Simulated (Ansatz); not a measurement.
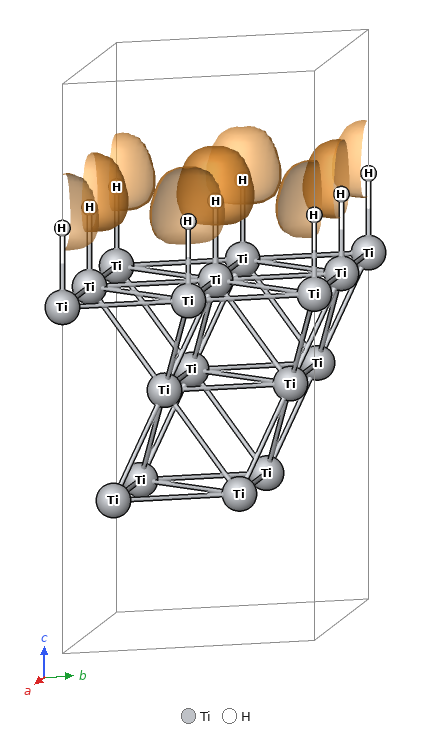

Figure 1: Ti3H (slab). Isosurface of the ELF at 0.9 (orange), seen slightly off an axis. Core shells and regions of very low density are left out. Sticks mark near contacts.

A point of a scan over the structure, not its minimum; not relaxed (largest force 0.9 eV/Å); computed without spin polarisation; PAW files of the earlier set (soft_1).

Level of theory: DFT PBE, scalar-relativistic, plane waves, PAW in Ansatz 0.2.0.

In a PAW calculation such maps are meaningful between the atoms, not at the nuclei.

### What do the ELF domains correspond to?

The surface consists of one region around a hydrogen nucleus, counted in one cell of 4 atoms. Counts are for one cell; the picture repeats the cell along the surface.

Values along the shortest contacts:
Ti–H (1.76 Å): the ELF climbs to about 1 towards the hydrogen. Ti–Ti (2.80 Å): the ELF is about 0.20 at the midpoint (no shared electron pair shows on this line).
